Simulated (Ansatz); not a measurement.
A series of calculations on H7CN

## 1. Relaxation

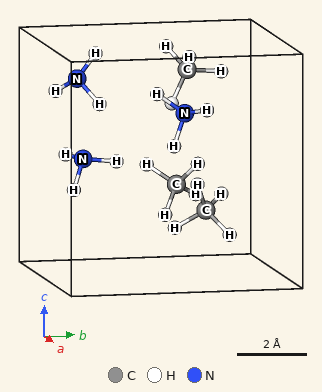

An amorphous cell of composition H7CN, before the relaxation. The picture is a ball-and-stick view of the cell of the calculation, seen slightly off an axis.

The cell holds 3 CH4 + 3 NH3. The run prepares the start of a later molecular dynamics calculation, from a guessed geometry.

These are results of Ansatz, DFT PBE-D3(BJ), scalar-relativistic, plane waves, PAW, not measurements.

Input
```yaml
accuracy: low
crystal:
  lattice:
    - [6.956189, 0.0, 0.0]
    - [0.0, 6.956189, 0.0]
    - [0.0, 0.0, 6.956189]
  atoms:
    - { symbol: C, position: [0.2001101, 0.6338272, 0.3386687] }
    - { symbol: H, position: [0.2982214, 0.7045376, 0.4382297] }
    - { symbol: H, position: [0.1185332, 0.5239712, 0.4149253] }
    - { symbol: H, position: [0.282121, 0.5671356, 0.2230632] }
    - { symbol: H, position: [0.1015647, 0.7396644, 0.2784566] }
    - { symbol: C, position: [0.1338736, 0.6951973, 0.8165049] }
    - { symbol: H, position: [0.2704394, 0.6741358, 0.890291] }
    - { symbol: H, position: [0.018566, 0.6306897, 0.9006544] }
    - { symbol: H, position: [0.1397606, 0.6274112, 0.6754072] }
    - { symbol: H, position: [0.1067282, 0.8485526, 0.7996673] }
    - { symbol: C, position: [0.7359132, 0.6409284, 0.3076124] }
    - { symbol: H, position: [0.8164446, 0.5867474, 0.4305649] }
    - { symbol: H, position: [0.620402, 0.73408, 0.3577937] }
    - { symbol: H, position: [0.6750523, 0.5205833, 0.227918] }
    - { symbol: H, position: [0.8317539, 0.7223031, 0.2141729] }
    - { symbol: "N", position: [0.728423, 0.1119209, 0.5427045] }
    - { symbol: H, position: [0.7254856, 0.2571903, 0.5267628] }
    - { symbol: H, position: [0.788813, 0.0584017, 0.4208246] }
    - { symbol: H, position: [0.5891006, 0.0677041, 0.5423918] }
    - { symbol: "N", position: [0.5748365, 0.586123, 0.6986593] }
    - { symbol: H, position: [0.5712283, 0.4674669, 0.7839451] }
    - { symbol: H, position: [0.585332, 0.5376237, 0.5611688] }
    - { symbol: H, position: [0.7008932, 0.6540429, 0.7280292] }
    - { symbol: "N", position: [0.3851369, 0.163494, 0.8326908] }
    - { symbol: H, position: [0.4499085, 0.2457473, 0.7306858] }
    - { symbol: H, position: [0.2745778, 0.0948948, 0.7660814] }
    - { symbol: H, position: [0.3245052, 0.2563152, 0.9279483] }
basis:
  ecutwfc: 420.0
kpoints:
  mp_grid: { grid: [1, 1, 1] }
hamiltonian:
  xc: pbe
  dispersion: d3bj
scf:
  occupations: { method: fermi_dirac, width: 0.05 }
  lower_state_search: "off"
relax:
  f_tol: 0.3
  max_steps: 15
  adjacent_minimum: "off"
```

Command:
```bash
ansatz run input.yaml --threads 1 --pin off --max-ram 3072MiB --backend cpu --events-out ev --progress --plain --runs-dir out
```

Question: Where does the relaxation end?

Answer: After 10 geometry steps the energy has fallen by 43.1 meV per atom. Largest force component: 0.34 eV/Å at the start, 0.28 eV/Å at the end. The forces were under the threshold at step 1, but the run went on from there. The largest move is that of H12, 1.31 Å along [0 2 −1]. By element the largest moves are H 1.31 Å, C 1.05 Å, N 0.63 Å. The cell stays as it was. Near-neighbour distances that change, for instance: C11–H12 1.090 → 1.101 Å, N16–H17 1.017 → 1.027 Å, N16–H18 1.017 → 1.023 Å.

Step by step:

| step | E − E(0), meV/atom | largest force component, eV/Å |
| --- | --- | --- |
| 0 | 0.00 | 0.3362 |
| 1 | -13.57 | 0.2275 |
| 2 | -20.55 | 0.6862 |
| 3 | -25.20 | 0.8107 |
| 4 | -29.32 | 0.5767 |
| 5 | -33.98 | 0.3318 |
| 6 | -37.12 | 0.6096 |
| 7 | -39.67 | 0.4197 |
| 8 | -41.92 | 0.0906 |
| 9 | -42.54 | 0.4368 |
| 10 | -43.13 | 0.2772 |

Final geometry:

```
CELL_PARAMETERS angstrom
6.95619 0.00000 0.00000
0.00000 6.95619 0.00000
0.00000 0.00000 6.95619
ATOMIC_POSITIONS crystal
C 0.23372 0.48744 0.33428
H 0.30127 0.52141 0.47247
H 0.12316 0.37677 0.35325
H 0.34321 0.43562 0.23335
H 0.16724 0.61760 0.27540
C 0.08384 0.72810 0.82922
H 0.24103 0.73897 0.83832
H 0.02492 0.69403 0.97217
H 0.04824 0.61023 0.72911
H 0.02026 0.86238 0.77526
C 0.71107 0.75259 0.24264
H 0.82565 0.75781 0.35174
H 0.57216 0.79224 0.30801
H 0.70092 0.60636 0.18443
H 0.74497 0.85334 0.12476
N 0.80602 0.11994 0.58901
H 0.84483 0.25972 0.56134
H 0.77435 0.06097 0.45805
H 0.67734 0.12854 0.66301
N 0.58498 0.57791 0.71321
H 0.57103 0.44371 0.77414
H 0.63531 0.55599 0.57608
H 0.69386 0.64774 0.78454
N 0.37237 0.18155 0.79830
H 0.28767 0.25452 0.70072
H 0.31842 0.04444 0.80353
H 0.33991 0.24079 0.92949
```

The end point in the same view:

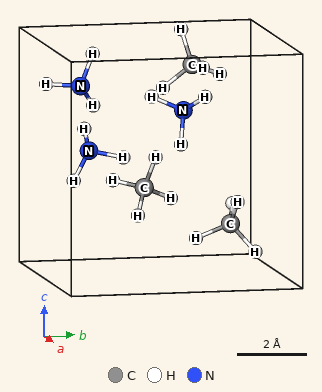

Limits of the set-up: the program's low-accuracy preset was used; the periodic images lie only 7.0 Å apart, so the values are limited by the cell's size.

## 2. Dynamics

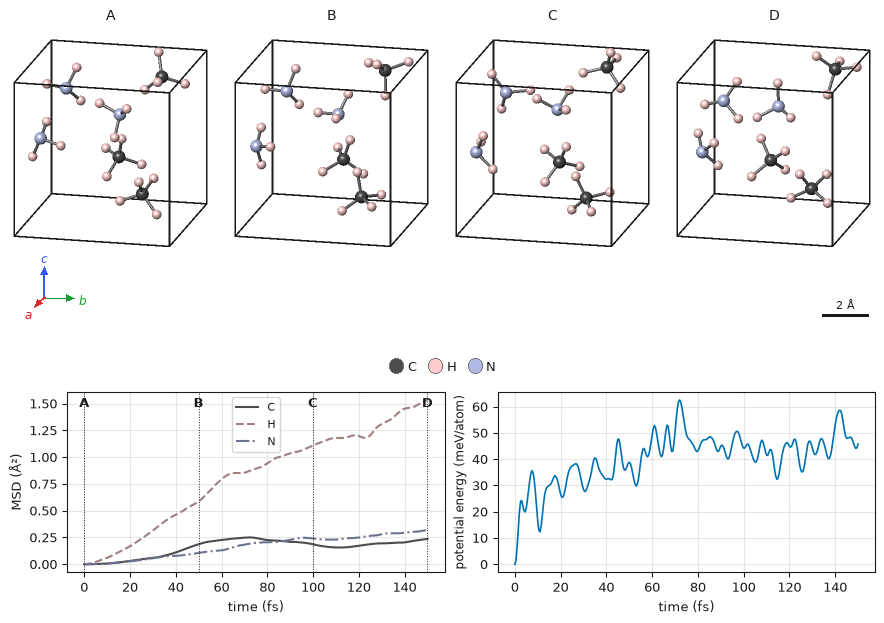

A Born-Oppenheimer molecular dynamics run of a periodic cell with 3 CH4 + 3 NH3 at 0.489 g/cm³, 150 fs long. Frames (A at 0 fs, B at 50 fs, C at 100 fs, D at 150 fs) and the history of the run. A ball-and-stick model of the simulation cell, seen slightly off an axis. Atoms that leave the cell re-enter on the other side.

Level of theory: Ansatz, DFT PBE-D3(BJ), scalar-relativistic, plane waves, PAW. Set-up: plane-wave cutoff 420 eV; k-point mesh 1 × 1 × 1; Fermi-Dirac smearing 0.05 eV; low-accuracy preset; Langevin thermostat (NVT); set temperature 500 K; time step 0.5 fs; friction 0.02 per fs.

> What happens in this trajectory?

Root-mean-square distances from the starting positions over the second half, with the common drift of all atoms taken out: H 1.09 Å, N 0.50 Å, C 0.44 Å. The heavy atoms stay within a fraction of a molecule's size of their starting places, while the hydrogen atoms travel further, as molecules turn; so short a run doesn't tell a liquid from a solid. Over the second half the temperature averages 477 K (spread ±80 K). The potential energy in the second half lies on average 44.9 meV per atom above the first frame.

Limits of the set-up: the program's low-accuracy preset was used; the periodic images lie only 7.0 Å apart, so the values are limited by the cell's size.

The run took 6.7 min on 1 thread of Arm Neoverse V1, with other jobs on the host, peak memory 0.36 GiB.

## 3. Dynamics

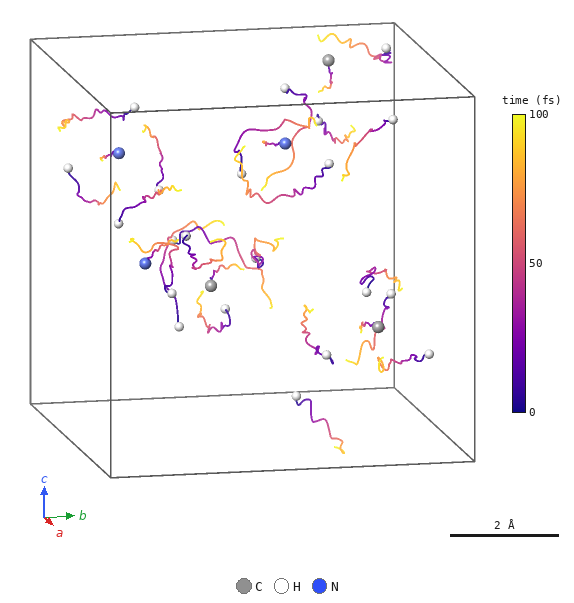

A Born-Oppenheimer molecular dynamics run of a periodic cell with 3 CH4 + 3 NH3 at 0.489 g/cm³, 100 fs long. It starts from the last geometry of an earlier run, with fresh velocities. Lines trace each atom's path, coloured by time; spheres stand at the starting positions. Seen slightly off an axis in the simulation cell.

Theory: Ansatz, DFT PBE-D3(BJ), scalar-relativistic, plane waves, PAW. Set-up: plane-wave cutoff 420 eV; k-point mesh 1 × 1 × 1; Fermi-Dirac smearing 0.05 eV; low-accuracy preset; Nosé-Hoover thermostat (NVT); set temperature 500 K; time step 0.5 fs; thermostat time 10.0 fs.

Input file:
```yaml
accuracy: low
crystal:
  lattice:
    - [6.956189, 0.0, 0.0]
    - [0.0, 6.956189, 0.0]
    - [0.0, 0.0, 6.956189]
  atoms:
    - { symbol: C, position: [0.296636, 0.43056717, 0.3645992] }
    - { symbol: H, position: [0.36162747, 0.53976407, 0.44907234] }
    - { symbol: H, position: [0.20131999, 0.3464186, 0.47380729] }
    - { symbol: H, position: [0.37509278, 0.32603035, 0.27308406] }
    - { symbol: H, position: [0.17810183, 0.49606814, 0.27453297] }
    - { symbol: C, position: [0.09430485, 0.79835517, 0.92558482] }
    - { symbol: H, position: [0.13705291, 0.94750317, 0.96089616] }
    - { symbol: H, position: [0.16627948, 0.69422012, 1.02422372] }
    - { symbol: H, position: [0.1400378, 0.75987924, 0.77025528] }
    - { symbol: H, position: [-0.06083887, 0.78921695, 0.93444166] }
    - { symbol: C, position: [0.72498481, 0.79590079, 0.32201099] }
    - { symbol: H, position: [0.81997884, 0.74273229, 0.43898513] }
    - { symbol: H, position: [0.59144793, 0.86072778, 0.38316458] }
    - { symbol: H, position: [0.70363437, 0.65849902, 0.247375] }
    - { symbol: H, position: [0.80308791, 0.91884485, 0.25801289] }
    - { symbol: "N", position: [0.86240085, 0.12500948, 0.55398288] }
    - { symbol: H, position: [0.75736295, 0.07478107, 0.64420213] }
    - { symbol: H, position: [0.93973772, 0.22013756, 0.64075084] }
    - { symbol: H, position: [0.80156827, 0.21186623, 0.45584941] }
    - { symbol: "N", position: [0.63155905, 0.56091227, 0.81672199] }
    - { symbol: H, position: [0.6663723, 0.43302417, 0.74666766] }
    - { symbol: H, position: [0.72349138, 0.66105032, 0.77544793] }
    - { symbol: H, position: [0.63894721, 0.55846015, 0.96991625] }
    - { symbol: "N", position: [0.40462281, 0.15366912, 0.76250645] }
    - { symbol: H, position: [0.36422024, 0.02311783, 0.71920977] }
    - { symbol: H, position: [0.31155358, 0.21738935, 0.86646099] }
    - { symbol: H, position: [0.44008473, 0.25634264, 0.66368991] }
basis:
  ecutwfc: 420.0
kpoints:
  mp_grid: { grid: [1, 1, 1] }
hamiltonian:
  xc: pbe
  dispersion: d3bj
scf:
  occupations: { method: fermi_dirac, width: 0.05 }
  lower_state_search: "off"
  max_iter: 94
md:
  timestep: 0.5
  n_steps: 200
  ensemble: nvt_nose_hoover
  temperature: 500.0
  initial_velocities: maxwell_boltzmann
  seed: 31538
  nose_hoover: { tau: 10.0, chain_length: 1 }
```

Run as
```bash
ansatz run input.yaml --threads 1 --pin off --max-ram 3072MiB --backend cpu --events-out ev --progress --plain --runs-dir out
```

> Describe the motion.

In the second half of the run the atoms are, in the root-mean-square, this far from where they began (common drift taken out): H 1.34 Å, N 0.58 Å, C 0.51 Å. The heavy atoms stay within a fraction of a molecule's size of their starting places, while the hydrogen atoms travel further, as molecules turn; so short a run doesn't tell a liquid from a solid. Over the second half the temperature averages 503 K (spread ±67 K). The potential energy in the second half lies on average 2.9 meV per atom above the first frame. The thermostat's time constant is so short that it disturbs the motion.

Limits of the set-up: the program's low-accuracy preset was used; the periodic images lie only 7.0 Å apart, so the values are limited by the cell's size.

Cost: 4.3 min on 1 thread of Arm Neoverse V1, with other jobs on the host, peak memory 0.41 GiB.
